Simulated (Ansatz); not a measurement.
**Geometry relaxation of Si (part 3 of 6)**

The same run, continued: Si (20 atoms in the cell); DFT PBEsol, scalar-relativistic, plane waves, PAW, spin-polarised (Ansatz 0.2.0); cutoff 420 eV, 1×1×4 k-mesh, Gaussian smearing of 0.05 eV, collinear spins. The structure derives from an entry of the Crystallography Open Database. It belongs to a series of runs on one base structure; here: wire along [1 1 1], 20 atoms a period.

Geometry of the input (Å; fractional positions):
```
15.7000  0.0000  0.0000
0.0000  13.1000  0.0000
0.0000  0.0000  9.4113
Si 0.5706  0.5000  0.2500
Si 0.2881  0.5000  0.9167
Si 0.3587  0.3534  0.0000
Si 0.6413  0.3534  0.3333
Si 0.5000  0.6466  0.6667
Si 0.4294  0.5000  0.5833
Si 0.7119  0.5000  0.9167
Si 0.3587  0.6466  0.0000
Si 0.6413  0.6466  0.3333
Si 0.5000  0.3534  0.6667
Si 0.3587  0.3534  0.2500
Si 0.6413  0.3534  0.5833
Si 0.5000  0.6466  0.9167
Si 0.5706  0.5000  0.0000
Si 0.2881  0.5000  0.6667
Si 0.3587  0.6466  0.2500
Si 0.6413  0.6466  0.5833
Si 0.5000  0.3534  0.9167
Si 0.4294  0.5000  0.3333
Si 0.7119  0.5000  0.6667
```

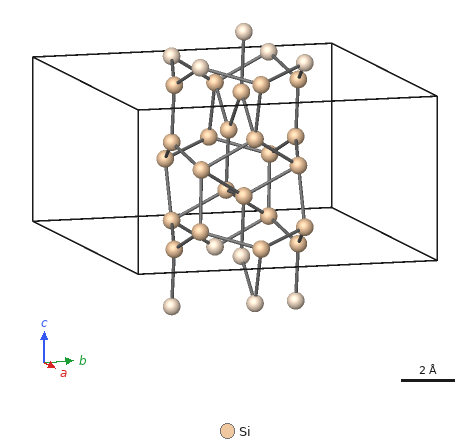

The geometry at step 32 of the log (ball-and-stick view of the cell of the calculation, with the vacuum cut short, seen slightly off an axis; neighbours outside the cell are drawn fainter).

### Output, continued
```
SCF iter   1: F=—  HF=-12416.674769 eV  |F-HF|=—  |Δ(HF+E_count)|=         —  Δρ=2.11e-5 (↑2.11e-5 ↓2.11e-5)  dr2=1.65e-6  dr2_m=5.83e-12  M=0.000 μB ∫|m|=0.000 μB  β_m=0.30  ethr=3.26e-6  ⟨swp⟩=5.7  Hψ=3460  notcnv=0
eigensolver tolerance schedule: the retry pair's looser diagonalisation over-reported the residual by 1579.57 of it (diagonalisation noise at an unbounded share of the residual, at the tolerance the schedule requests for it); recorded, not acted on — ethr = c·dr2/N_el stays at c = 1.0e-1
preconditioner: auto → Resta (q_TF=auto, 1.712 Å⁻¹)  ε∞=2.5  [insulator: Δε(μ)=0.280 eV  Ē_g=7.429 eV  σ=0.050 eV  W_gap=0.50  n_scr=112 (ndim 8)  ℏωp=9.2 eV  f_vac=0.591  D(μ)=11.48/eV (n_scr^D=44)  ε∞_Penn≈2.5  vacuum switching on, ρ_ref=4.0e-3 e/Å³]
spin=Collinear: Resta preconditioning applied to the charge; magnetization (m = ρ↑ − ρ↓) channel mixes plain (no charge-response kernel on spin).
SCF iter   2: F=—  HF=-12416.674834 eV  |F-HF|=—  |Δ(HF+E_count)|=   6.54e-5  Δρ=1.49e-5 (↑1.49e-5 ↓1.49e-5)  dr2=8.03e-7  dr2_m=7.43e-12  M=0.000 μB ∫|m|=0.000 μB  β_m=0.61  ethr=2.06e-9  ⟨swp⟩=4.0  Hψ=860  notcnv=0
SCF iter   3: F=—  HF=-12416.674843 eV  |F-HF|=—  |Δ(HF+E_count)|=   8.58e-6  Δρ=2.65e-6 (↑2.65e-6 ↓2.64e-6)  dr2=8.65e-7  dr2_m=1.07e-11  M=0.000 μB ∫|m|=0.000 μB  β_m=0.48  ethr=1.00e-9  ⟨swp⟩=2.7  Hψ=596  notcnv=0
SCF iter   4: F=—  HF=-12416.674843 eV  |F-HF|=—  |Δ(HF+E_count)|=   9.29e-8  Δρ=5.12e-7 (↑5.12e-7 ↓5.01e-7)  dr2=3.53e-8  dr2_m=1.24e-11  M=0.000 μB ∫|m|=0.000 μB  β_m=0.42  ethr=1.00e-9  ⟨swp⟩=2.3  Hψ=462  notcnv=0
SCF iter   5: F=—  HF=-12416.674843 eV  |F-HF|=—  |Δ(HF+E_count)|=   3.43e-9  Δρ=3.02e-7 (↑3.02e-7 ↓2.94e-7)  dr2=1.26e-8  dr2_m=1.32e-11  M=0.000 μB ∫|m|=0.000 μB  β_m=0.45  ethr=4.42e-11  ⟨swp⟩=2.5  Hψ=570  notcnv=0
SCF iter   6: F=—  HF=-12416.674843 eV  |F-HF|=—  |Δ(HF+E_count)|=   1.69e-9  Δρ=1.87e-7 (↑1.87e-7 ↓1.82e-7)  dr2=3.65e-9  dr2_m=1.47e-11  M=0.000 μB ∫|m|=0.000 μB  β_m=0.73  ethr=1.58e-11  ⟨swp⟩=1.5  Hψ=409  notcnv=0
SCF iter   7: F=—  HF=-12416.674843 eV  |F-HF|=—  |Δ(HF+E_count)|=   1.85e-8  Δρ=5.10e-8 (↑5.03e-8 ↓5.10e-8)  dr2=1.50e-10  dr2_m=2.25e-11  M=0.000 μB ∫|m|=0.000 μB  β_m=0.72  ethr=4.56e-12  ⟨swp⟩=3.5  Hψ=740  notcnv=0
SCF iter   8: F=-12416.674843 eV  HF=-12416.674843 eV  |F-HF|=6.00e-11  |Δ(HF+E_count)|=  6.18e-11  Δρ=5.13e-8 (↑4.85e-8 ↓5.13e-8)  dr2=2.82e-11  dr2_m=2.85e-11  M=0.000 μB ∫|m|=0.000 μB  ethr=1.00e-12  ⟨swp⟩=15.2  Hψ=2134  notcnv=0
the starting moments were not kept: the SCF closed with an absolute magnetisation of 2.3e-4 μB, where they sum to 6 μB in size (20 sites). That is at most 0.1 of that sum.
SCF 32 converged in 8 iterations: F = -12416.674843 eV  dr2 = 2.82e-11
relax step  32: F+E_penalty+E_count = -12416.67484301 eV  Δ(F+E_penalty+E_count) = +3.759e-3 eV  max|allowed force component| = 8.841e-3 eV/Å  Δτ_max = 0.0000 Å  P = -0.011 GPa  Ω = 1309.005 Å³  fix = [a, b, alpha, beta, gamma]  reactions: a -0.009, b -0.015 GPa; beta +0.002 GPa/rad  stress off target by 8.61e-3 GPa on what of the cell is left free  SCF on the basis re-selected at this cell (its energy is not comparable with the rows above)  (8 SCF iters)
```

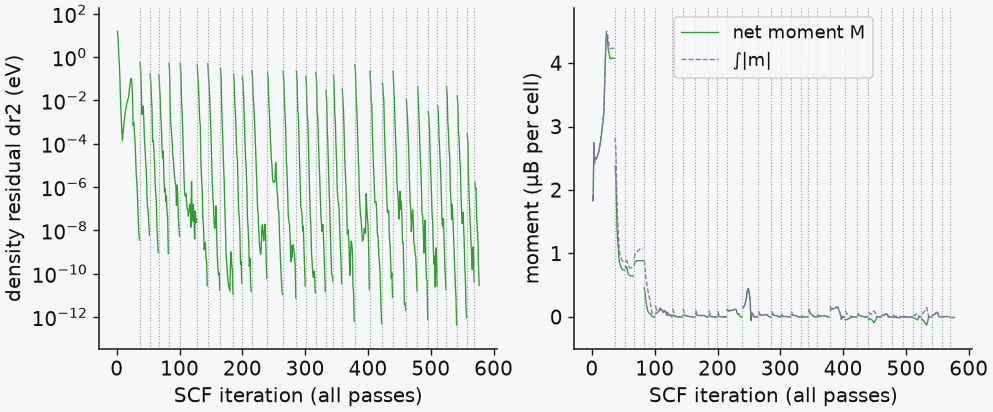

Convergence of the self-consistent field: density residual dr2 and magnetic moment against the SCF iteration. The dotted lines part the SCF passes of the relaxation: geometry steps, rejected trials and re-solves on a re-selected basis. The 32 passes take 8 to 36 iterations each, 577 in all. The net moment goes from 1.9 to 0.0 μB per cell, with excursions between −0.1 and 4.4 on the way, and ∫|m| falls to zero.

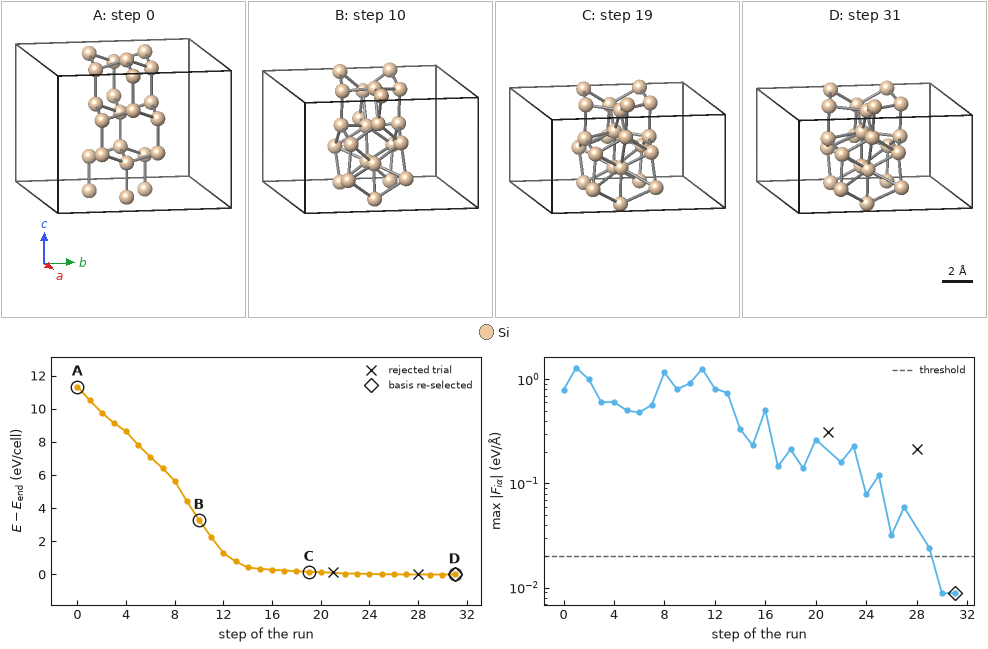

Frames of the relaxation (ball-and-stick view of the cell of the calculation, with the vacuum cut short, seen slightly off an axis) above the curves, on which the letters mark them (the first geometry is step 0 here and step 1 in the log).

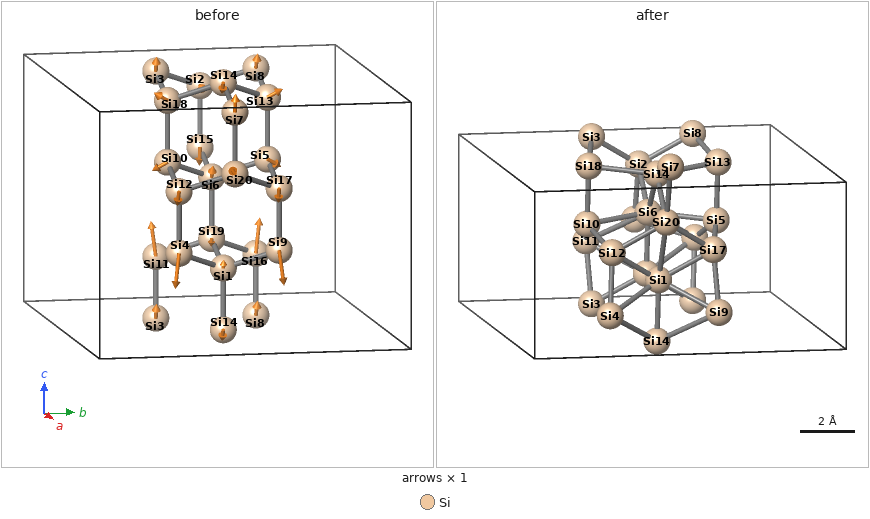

Before (left) and after (right) the relaxation, at one scale (ball-and-stick view of the cell of the calculation, with the vacuum cut short, seen slightly off an axis). The orange arrows give the displacements (without the part carried along by the change of the cell), at true length. The largest moves relative to the cell, 1.36 Å, are those of Si4, Si9, Si11 and Si16. Along the periodic axis the drawn cell goes c 9.411 → 6.365 Å (−32.4 %). Among the contacts that change: Si10–Si11 4.505 → 2.391 Å, Si6–Si14 4.505 → 2.410 Å, Si11–Si15 4.505 → 2.451 Å, Si1–Si20 4.505 → 2.824 Å. New bonds form: Si10–Si11 (4.51 → 2.39 Å), Si11–Si15 (4.51 → 2.45 Å), Si14–Si20 (3.84 → 2.38 Å), Si15–Si16 (4.51 → 2.45 Å). Among the angles that change: Si2–Si15–Si6 109.5° → 55.7°, Si1–Si4–Si12 109.5° → 57.5°, Si15–Si6–Si19 109.5° → 67.8°. The energy falls by 11.344 eV per cell of the calculation in 30 geometry steps. Largest force component: 0.79 eV/Å at the start, 0.0088 eV/Å at the end. The line search rejected the trial steps at points 21, 28 (counted from 0) and went back. A last SCF at the same geometry on a re-selected plane-wave basis shifts the energy by +3.8 meV per cell of the calculation. (Atoms are counted from 1 in the order of the input.)

```
basis re-selected at this cell: Δ(F+E_penalty+E_count) = +3.759e-3 eV, ΔP = -0.005 GPa vs the last step (what re-selecting the basis moved, of the pressure what is left beyond the Pulay correction that the steps carried, after the strain that the cell walked since its last selection, with what the two solves' SCF thresholds leave and, on support functions, any second-order correction that the steps lacked; it is no measure of the basis error at this ecutwfc). The dense FFT grid was sized anew with the basis: this SCF ran on 108×90×45 points, the steps before it on 108×90×64, so part of this shift can come from that change (see relax.cell in the input reference). This SCF's stress stands 8.61e-3 GPa from its target on what of the cell is left free (relax.cell.stress_tol is 3.00e-2 GPa) and its largest allowed force component is 8.84e-3 eV/Å (relax.f_tol is 2.00e-2 eV/Å): within both
WARN: The output density's exchange-correlation potential varies sharply where the density is thin. Do not read a vacuum level from v_tot or v_xc, or from such a field of the output density. On a cell that repeats whose density bears no net charge and no dipole along the vacuum's axis use v_es (v_loc + v_h of the components); under efield.dipole_correction with no amplitude use v_es + v_field, which holds any external_charges[].barrier, or the levels of the report's work_function block, which leave it out; under a non-zero efield.amplitude the vacuum is tilted and has no level; on a cell that repeats and bears such a dipole with no correction it is tilted too, and efield.dipole_correction with no amplitude gives each side of its ramp a level where efield: is served; in a cell that repeats whose density bears a net charge (total_charge, or a fill off its count) it is curved and has none; of a slab under crystal.periodic whose density bears no net charge use v_es, which has a level on each side, short of where the two are joined; of another it falls or rises all the way out and has none; of a slab beside external_charges read slab_vacuum_level instead, which it has where they leave it neutral. The grid or the basis barely resolves most such structure, and the values can differ between equally converged runs; as a rule a tighter scf.convergence.dr2_threshold does not remove it. Where the density itself ripples (under the LDA too) a higher basis.ecutwfc lessens it. The files hold the spikes' plane waves up to the density's cutoff. Files: v_tot_of_output_density and the like, and their columns of v_z.tsv (output.write_potential); v_xc_of_output_density and the like, and their columns of v_comp_z.tsv (output.write_potential_components). Measured: with its Gaussian average of σ = 0.25 Å subtracted twice, the exchange-correlation potential is over 0.1 eV at 10146 of the grid points where the equally averaged density (valence and model cores) is under 1e-3 e/Å³, and 1.64 eV at the most among them, at an averaged density of 9.8e-5 e/Å³. The input density's (outcome.potential() and, of a run that writes arrays, v_tot and v_xc) is over 0.1 eV, so measured, at 10181 points of its own thin density, 1.64 eV at the most. See output.write_potential in the manual, Limitations
SCF converged after 8 iterations
Magnetization: 0.0002 μB (40.0001 up, 39.9999 down)
Absolute magnetization: 0.0002 μB (∫|ρ↑−ρ↓|, with the PAW one-centre terms)
Spin contamination: 0.0000 ħ² per cell (⟨S²⟩ above its minimum at these occupations)
Per-site moments (μB) at R_I (Å): [(-1.4134874282821078e-7, 0.9759312528055838), (-2.631041906692868e-7, 0.9782413101459128), (4.776568068714135e-6, 0.9691966705560042), (1.100634786074093e-5, 0.9803295181261039), (1.938654492274658e-6, 0.9442215991793074), (3.9008707315225565e-7, 0.9836590054839728), (4.339450912476375e-7, 0.9782413101459125), (4.776568068681377e-6, 0.969196670556005), (1.1006347860708628e-5, 0.9803295181261039), (1.9386544922984773e-6, 0.9442215991793074), (1.1006347860718476e-5, 0.980329518126104), (4.776568068717335e-6, 0.9691966705560057), (1.9386544922593897e-6, 0.9442215991793074), (3.9008707316822635e-7, 0.98365900548397), (4.339450912453704e-7, 0.9782413101459128), (1.100634786068687e-5, 0.9803295181261045), (4.776568068700509e-6, 0.9691966705560067), (1.938654492295322e-6, 0.9442215991793074), (-1.4134874278830042e-7, 0.9759312528055838), (-2.631041906307153e-7, 0.9782413101459125)]
Free energy (F): -12416.674843 eV
Harris-Foulkes:  -12416.674843 eV  (|F-HF|=6.00e-11)
Internal energy: -12416.660496 eV  (E = F + TS)
E sigma→0 (E₀):  -12416.667669 eV
Entropy (-TS):   -0.014347 eV (-0.717 meV/atom)
Fermi energy:    -1.019312 eV
--- Per-component energies (eV) ---
  E_band       = -503.321730
  E_kinetic    = 795.478161
  E_local      = -11152.535671  (includes V_loc(G=0)·N_el)
  E_nonlocal   = 520.450098
  E_hartree    = 5152.368464
  E_xc         = -1088.619707
  E_vxc        = -928.652039  (∫ρ·V_xc dr)
  E_paw        = -9971.997111  (= ΣΔE_a)
  E_vpaw       = -42.799011  (= ΣTr[D̂ρ^β])
  E_aug_tail   = 0.000132  (compensation charges beyond the density's cutoff)
  E_ewald      = 3327.563926
  E_core_change = 0.631213  (= ΣΔE_core)
  E_smearing   = -0.014347  (= −TS)
  E_closure    = -0.000000  (closes the sum)
  Σ components = -12416.674843   (vs F -12416.674843, Δ=0.00e0)
--- Forces (eV/Å), atoms counted from 1 ---
  atom   1  Si    -0.00193532    -0.00000000    -0.00547398
  atom   2  Si     0.00510345    -0.00000000    -0.00223694
  atom   3  Si    -0.00297856     0.00048319    -0.00047827
  atom   4  Si    -0.00439732    -0.00330868    -0.00254854
  atom   5  Si    -0.00296631     0.00144466    -0.00257068
  atom   6  Si    -0.00602170     0.00000000    -0.00884115
  atom   7  Si    -0.00552500     0.00000000    -0.00160035
  atom   8  Si    -0.00297856    -0.00048319    -0.00047827
  atom   9  Si    -0.00439732     0.00330868    -0.00254854
  atom  10  Si    -0.00296631    -0.00144466    -0.00257068
  atom  11  Si     0.00439732    -0.00330868     0.00254854
  atom  12  Si     0.00297856     0.00048319     0.00047827
  atom  13  Si     0.00296631     0.00144466     0.00257068
  atom  14  Si     0.00602170    -0.00000000     0.00884115
  atom  15  Si     0.00552500    -0.00000000     0.00160035
  atom  16  Si     0.00439732     0.00330868     0.00254854
  atom  17  Si     0.00297856    -0.00048319     0.00047827
  atom  18  Si     0.00296631    -0.00144466     0.00257068
  atom  19  Si     0.00193532     0.00000000     0.00547398
  atom  20  Si    -0.00510345     0.00000000     0.00223694
  max |Σ_I F_I| component: 2.60e-18 eV/Å
--- Stress (GPa, compression-positive) ---
       -0.008661      -0.000000      -0.002246
       -0.000000      -0.015205       0.000000
       -0.002246       0.000000      -0.008611
  P = ⅓ Tr σ = -0.0108 GPa (-0.108 kbar)
--- Band table (eV; the first three rows and the last of 6) ---
  k-point 0 ↑: bands = ["-14.2954", "-13.2072", "-12.1411", "-11.0017", "-10.8240", "-10.7252", "-10.5476", "-9.9244", "-9.6128", "-9.5744", "-9.3739", "-9.1237", "-8.1427", "-7.8055", "-7.4015", "-6.7888", "-6.7701", "-5.8439", "-5.8312", "-5.7355", "-5.3853", "-5.3294", "-5.1867", "-5.1637", "-4.5288", "-4.4647", "-3.7620", "-3.6055", "-3.5220", "-3.4165", "-3.3762", "-2.8944", "-2.8110", "-2.5876", "-2.4141", "-2.4091", "-2.2963", "-1.6592", "-1.5551", "-0.7391", "-0.4474", "-0.2944", "-0.2133", "-0.1151", "0.2359", "0.2986", "0.6763", "0.7030", "0.9546", "0.9916", "1.0304", "1.0876", "1.4159", "1.5153", "1.6114", "1.6986", "1.8572", "1.8988", "1.9883", "2.1918", "2.5822", "2.8900", "2.9361"]
  k-point 1 ↑: bands = ["-14.0913", "-13.0644", "-12.2191", "-11.9447", "-11.2285", "-10.7365", "-10.4126", "-10.3767", "-9.4451", "-9.0136", "-8.5582", "-8.3428", "-8.2267", "-8.0429", "-7.7172", "-7.0222", "-6.5501", "-5.9964", "-5.9826", "-5.3499", "-5.1201", "-5.0362", "-4.8065", "-4.7818", "-4.4703", "-4.3520", "-4.3382", "-3.8884", "-3.7079", "-3.4368", "-3.4035", "-3.2963", "-3.0391", "-2.8555", "-2.2699", "-2.1440", "-1.9438", "-1.6287", "-1.5753", "-1.1201", "-1.0195", "-0.4958", "-0.1829", "-0.1645", "0.1885", "0.2290", "0.2439", "0.5414", "0.5815", "0.7982", "0.8922", "1.1682", "1.3331", "1.3676", "1.8626", "1.8760", "1.9392", "2.2676", "2.2969", "2.4935", "2.5272", "2.7236", "2.8077"]
  k-point 2 ↑: bands = ["-13.6313", "-13.3063", "-12.4667", "-11.9820", "-11.4126", "-11.3153", "-10.5874", "-10.2211", "-9.2684", "-8.7419", "-8.6695", "-8.5990", "-7.2512", "-7.1874", "-7.0962", "-6.9067", "-6.7646", "-6.6384", "-6.3812", "-5.9004", "-5.0528", "-4.8330", "-4.7106", "-4.6055", "-4.2319", "-4.0642", "-3.8521", "-3.7981", "-3.7121", "-3.6794", "-3.5435", "-3.4548", "-3.3577", "-3.0792", "-2.9019", "-2.0482", "-1.8197", "-1.6802", "-1.5195", "-1.2429", "-0.6152", "-0.5039", "-0.4977", "-0.4871", "-0.3254", "0.0750", "0.3645", "0.5611", "0.5808", "0.6653", "0.7907", "1.2351", "1.2754", "1.3730", "1.3890", "1.7795", "1.7923", "2.2170", "2.3877", "2.5575", "2.6829", "2.7805", "3.0847"]
  k-point 2 ↓: bands = ["-13.6313", "-13.3063", "-12.4667", "-11.9820", "-11.4126", "-11.3153", "-10.5874", "-10.2211", "-9.2683", "-8.7419", "-8.6695", "-8.5990", "-7.2511", "-7.1874", "-7.0962", "-6.9067", "-6.7646", "-6.6384", "-6.3812", "-5.9004", "-5.0528", "-4.8330", "-4.7106", "-4.6055", "-4.2319", "-4.0642", "-3.8521", "-3.7981", "-3.7121", "-3.6793", "-3.5435", "-3.4548", "-3.3577", "-3.0792", "-2.9019", "-2.0482", "-1.8197", "-1.6801", "-1.5195", "-1.2429", "-0.6152", "-0.5039", "-0.4977", "-0.4870", "-0.3254", "0.0750", "0.3645", "0.5611", "0.5808", "0.6653", "0.7907", "1.2351", "1.2755", "1.3730", "1.3890", "1.7796", "1.7923", "2.2171", "2.3877", "2.5575", "2.6829", "2.7805", "3.0847"]
```
